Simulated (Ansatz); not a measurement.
Geometry relaxation of NiSi$_{3}$ (part 2 of 2)

NiSi$_{3}$ (Fm-3m, 4 atoms in the cell); DFT PBEsol, scalar-relativistic, plane waves, PAW, no spin polarisation (Ansatz 0.2.0); cutoff 420 eV, 12×12×12 k-mesh, Gaussian smearing of 0.1 eV. The structure was built on a prototype by a generator; it need not be a known phase.

Geometry of the input (Å; fractional positions):
```
0.0000  2.9229  2.9229
2.9229  0.0000  2.9229
2.9229  2.9229  0.0000
Si 0.2500  0.2500  0.2500
Si 0.7500  0.7500  0.7500
Si 0.5000  0.5000  0.5000
Ni 0.0000  0.0000  0.0000
```

### What the program printed, continued
```
relax step   4: F+E_penalty+E_count = -7668.65466936 eV  Δ(F+E_penalty+E_count) = -9.203e-7 eV  max|allowed force component| = 4.395e-17 eV/Å  Δτ_max = 0.0000 Å  P = +0.001 GPa  Ω = 51.587 Å³  energy of the carried Pulay correction = -3.651e-4 eV  (6 SCF iters, dr2 threshold 1.53e-8 eV, accepted)
Initial wavefunctions: pseudopotential atomic-orbital guess (no wavefunctions were taken with the density)
iter 1 solved again at ethr=3.25e-7 eV; its pass at ethr=3.10e-3 eV (dr2=9.74e-5 eV) is discarded
SCF iter   1: F=—  HF=-7668.655078 eV  |F-HF|=—  |Δ(HF+E_count)|=         —  Δρ=3.45e-4  dr2=1.34e-6  ethr=3.25e-7  ⟨swp⟩=3.0  Hψ=10240  notcnv=0
SCF iter   2: F=—  HF=-7668.655078 eV  |F-HF|=—  |Δ(HF+E_count)|=   3.37e-7  Δρ=1.75e-4  dr2=3.36e-7  ethr=4.46e-9  ⟨swp⟩=1.4  Hψ=1426  notcnv=0
SCF iter   3: F=—  HF=-7668.655075 eV  |F-HF|=—  |Δ(HF+E_count)|=   3.27e-6  Δρ=5.55e-6  dr2=6.44e-9  ethr=1.12e-9  ⟨swp⟩=1.0  Hψ=1368  notcnv=0
iter 4 did not close the SCF: its close was put off for the readings that it lacked (scf_convergence_deferred on its scf_iter line)
SCF iter   4: F=-7668.655075 eV  HF=-7668.655075 eV  |F-HF|=2.91e-11  |Δ(HF+E_count)|=   1.77e-9  Δρ=4.70e-7  dr2=3.86e-11  ethr=2.15e-11  ⟨swp⟩=2.2  Hψ=2087  notcnv=0
iter 5 did not close the SCF: its close was put off for the readings that it lacked (scf_convergence_deferred on its scf_iter line)
SCF iter   5: F=-7668.655075 eV  HF=-7668.655075 eV  |F-HF|=9.09e-13  |Δ(HF+E_count)|=  1.00e-11  Δρ=4.91e-8  dr2=9.56e-13  ethr=1.00e-12  ⟨swp⟩=1.1  Hψ=1375  notcnv=0
SCF iter   6: F=-7668.655075 eV  HF=-7668.655075 eV  |F-HF|=9.09e-13  |Δ(HF+E_count)|=  1.82e-12  Δρ=5.39e-8  dr2=1.34e-12  ethr=1.00e-12  ⟨swp⟩=2.6  Hψ=4297  notcnv=0
SCF 5 converged in 6 iterations: F = -7668.655075 eV  dr2 = 1.34e-12
relax step   5: F+E_penalty+E_count = -7668.65507458 eV  Δ(F+E_penalty+E_count) = -4.052e-4 eV  max|allowed force component| = 4.163e-17 eV/Å  Δτ_max = 0.0000 Å  P = +0.011 GPa  Ω = 51.587 Å³  stress off target by 1.06e-2 GPa  SCF on the basis re-selected at this cell (its energy is not comparable with the rows above)  (6 SCF iters)
```

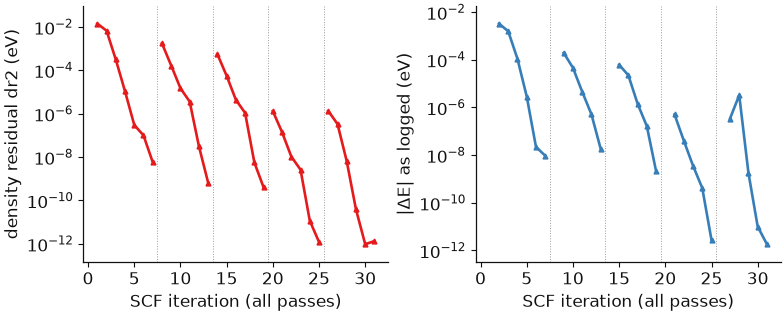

Fig. 1: Convergence of the self-consistent field: density residual dr2 and size of the energy change against the SCF iteration. The dotted lines part the SCF passes of the relaxation: geometry steps, rejected trials and re-solves on a re-selected basis. The 5 passes take 6 to 7 iterations each, 31 in all.

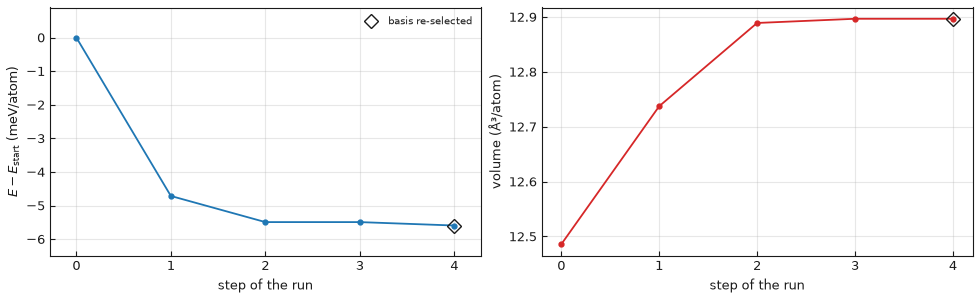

Fig. 2: Progress of the relaxation, step by step (the first geometry is step 0 here and step 1 in the log).

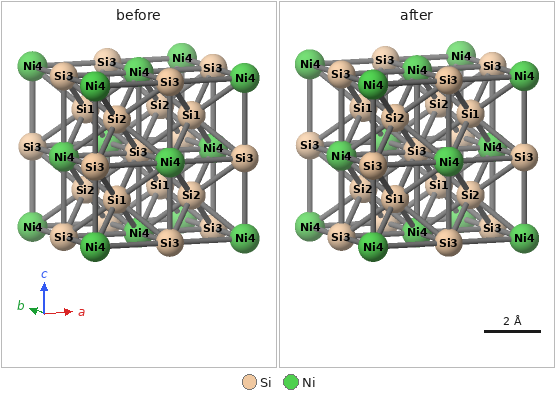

Fig. 3: Before (left) and after (right) the relaxation, at one scale (ball-and-stick view of the cell 4 times as large as that of the calculation, set on its symmetry axes, seen slightly off an axis). No atom moves by more than 0.005 Å relative to the cell. The volume changes by +3.3 %, with a = b = c 5.846 → 5.909 Å (+1.1 %). Distances before and after: Si3–Ni4 2.923 → 2.955 Å, Si1–Si3 2.531 → 2.559 Å, Si1–Ni4 2.531 → 2.559 Å. The space group stays Fm-3m (No. 225). The energy falls by 5.5 meV per atom in 3 geometry steps. All forces vanish by symmetry, so only the cell relaxes. Pressure: 4.47 GPa at the start and 0.01 GPa at the end. A last SCF at the same geometry on a re-selected plane-wave basis shifts the energy by −0.1 meV per atom. (Atoms are counted from 1 in the order of the input.)

```
basis re-selected at this cell: Δ(F+E_penalty+E_count) = -4.052e-4 eV, ΔP = +0.009 GPa vs the last step (what re-selecting the basis moved, of the pressure what is left beyond the Pulay correction that the steps carried, after the strain that the cell walked since its last selection, with what the two solves' SCF thresholds leave and, on support functions, any second-order correction that the steps lacked; it is no measure of the basis error at this ecutwfc). This SCF's stress stands 1.06e-2 GPa from its target on what of the cell is left free (relax.cell.stress_tol is 5.00e-2 GPa) and its largest allowed force component is 4.16e-17 eV/Å (relax.f_tol is 1.00e-2 eV/Å): within both
SCF converged after 6 iterations
Free energy (F): -7668.655075 eV
Harris-Foulkes:  -7668.655075 eV  (|F-HF|=9.09e-13)
Internal energy: -7668.640027 eV  (E = F + TS)
E sigma→0 (E₀):  -7668.647551 eV
Entropy (-TS):   -0.015048 eV (-3.762 meV/atom)
Fermi energy:    13.086697 eV
--- Per-component energies (eV) ---
  E_band       = -295.907418
  E_kinetic    = 411.049551
  E_local      = -4957.149306  (includes V_loc(G=0)·N_el)
  E_nonlocal   = 717.231138
  E_hartree    = 2162.244078
  E_xc         = -252.881803
  E_vxc        = -255.325452  (∫ρ·V_xc dr)
  E_paw        = -3093.754737  (= ΣΔE_a)
  E_vpaw       = -536.201908  (= ΣTr[D̂ρ^β])
  E_aug_tail   = 0.000511  (compensation charges beyond the density's cutoff)
  E_ewald      = -2655.671429
  E_core_change = 0.291971  (= ΣΔE_core)
  E_smearing   = -0.015048  (= −TS)
  E_closure    = -0.000000  (closes the sum)
  Σ components = -7668.655075   (vs F -7668.655075, Δ=0.00e0)
--- Forces (eV/Å), atoms counted from 1 ---
  atom   1  Si    -0.00000000    -0.00000000     0.00000000
  atom   2  Si     0.00000000     0.00000000    -0.00000000
  atom   3  Si     0.00000000    -0.00000000     0.00000000
  atom   4  Ni    -0.00000000    -0.00000000    -0.00000000
  max |Σ_I F_I| component: 6.22e-18 eV/Å
--- Stress (GPa, compression-positive) ---
        0.010630      -0.000000      -0.000000
       -0.000000       0.010630      -0.000000
       -0.000000      -0.000000       0.010630
  P = ⅓ Tr σ = 0.0106 GPa (0.106 kbar)
--- Band table (eV; the first three rows and the last of 72) ---
  k-point 0: bands = ["-90.0887", "-50.6491", "-50.6491", "-50.6491", "-1.2713", "8.6023", "8.6023", "8.6023", "10.2168", "10.4686", "10.4686", "10.8647", "10.8647", "10.8647", "12.6050", "13.4413", "13.4413", "13.4413", "14.9472"]
  k-point 1: bands = ["-90.0887", "-50.6491", "-50.6491", "-50.6491", "-1.1855", "7.9486", "8.5806", "8.5806", "10.2125", "10.2125", "10.3107", "10.7430", "11.1899", "11.1899", "12.9174", "13.3895", "13.3895", "13.6754", "14.7535"]
  k-point 2: bands = ["-90.0887", "-50.6491", "-50.6491", "-50.6491", "-0.9291", "6.7179", "8.5065", "8.5065", "9.7632", "9.9726", "9.9726", "11.2956", "11.5988", "11.5988", "12.6507", "13.1028", "13.1028", "14.6472", "14.7105"]
  k-point 71: bands = ["-90.0887", "-50.6493", "-50.6493", "-50.6492", "3.0846", "3.4931", "3.4931", "5.4996", "9.8250", "9.8250", "10.5833", "10.6138", "11.1906", "13.0699", "13.0699", "13.1335", "14.0023", "17.2487", "19.2540"]
--- Relaxed structure (4 steps of the walk, 4 accepted, 1 SCFs on fresh bases) ---
  F+E_penalty+E_count = -7668.65507458 eV   max|allowed force component| = 4.163e-17 eV/Å   (the final SCF, on the basis selected at the relaxed cell)
  cell:  # Å, volume = 51.5868 Å³
    - [-2.547686016447795e-34, 2.9546283616184894, 2.9546283616184894]
    - [2.9546283616184894, -9.28288212496911e-34, 2.9546283616184894]
    - [2.9546283616184894, 2.9546283616184894, -5.42950702509182e-34]
  atoms:
    - { symbol: Si, position: [0.25, 0.25, 0.25] }
    - { symbol: Si, position: [0.75, 0.75, 0.75] }
    - { symbol: Si, position: [0.5, 0.5, 0.5] }
    - { symbol: Ni, position: [5.145920241611407e-35, -1.3071078456184344e-35, -4.020792694483001e-35] }
```

### Trajectory as extended XYZ (Å, eV, eV/Å), 5 frames, from step=1 to step=5
```
4
Lattice="0.0000 2.9229 2.9229 2.9229 0.0000 2.9229 2.9229 2.9229 0.0000" Properties=species:S:1:pos:R:3:forces:R:3 step=1 energy=-7668.63270 pressure_GPa=4.47
Si    1.4615    1.4615    1.4615    0.0000   0.0000   0.0000
Si    4.3844    4.3844    4.3844    0.0000   0.0000   0.0000
Si    2.9229    2.9229    2.9229    0.0000   0.0000   0.0000
Ni    0.0000    0.0000    0.0000    0.0000   0.0000   0.0000
4
Lattice="0.0000 2.9424 2.9424 2.9424 0.0000 2.9424 2.9424 2.9424 0.0000" Properties=species:S:1:pos:R:3:forces:R:3 step=2 energy=-7668.65156 pressure_GPa=1.65
Si    1.4712    1.4712    1.4712    0.0000   0.0000   0.0000
Si    4.4136    4.4136    4.4136    0.0000   0.0000   0.0000
Si    2.9424    2.9424    2.9424    0.0000   0.0000   0.0000
Ni    0.0000    0.0000    0.0000    0.0000   0.0000   0.0000
4
Lattice="0.0000 2.9540 2.9540 2.9540 0.0000 2.9540 2.9540 2.9540 0.0000" Properties=species:S:1:pos:R:3:forces:R:3 step=3 energy=-7668.65467 pressure_GPa=0.08
Si    1.4770    1.4770    1.4770    0.0000   0.0000   0.0000
Si    4.4311    4.4311    4.4311    0.0000   0.0000   0.0000
Si    2.9540    2.9540    2.9540    0.0000   0.0000   0.0000
Ni    0.0000    0.0000    0.0000    0.0000   0.0000   0.0000
4
Lattice="0.0000 2.9546 2.9546 2.9546 0.0000 2.9546 2.9546 2.9546 0.0000" Properties=species:S:1:pos:R:3:forces:R:3 step=4 energy=-7668.65467 pressure_GPa=0.00
Si    1.4773    1.4773    1.4773    0.0000   0.0000   0.0000
Si    4.4319    4.4319    4.4319    0.0000   0.0000   0.0000
Si    2.9546    2.9546    2.9546    0.0000   0.0000   0.0000
Ni    0.0000    0.0000    0.0000    0.0000   0.0000   0.0000
4
Lattice="0.0000 2.9546 2.9546 2.9546 0.0000 2.9546 2.9546 2.9546 0.0000" Properties=species:S:1:pos:R:3:forces:R:3 step=5 energy=-7668.65507 pressure_GPa=0.01
Si    1.4773    1.4773    1.4773    0.0000   0.0000   0.0000
Si    4.4319    4.4319    4.4319    0.0000   0.0000   0.0000
Si    2.9546    2.9546    2.9546    0.0000   0.0000   0.0000
Ni    0.0000    0.0000    0.0000    0.0000   0.0000   0.0000
```
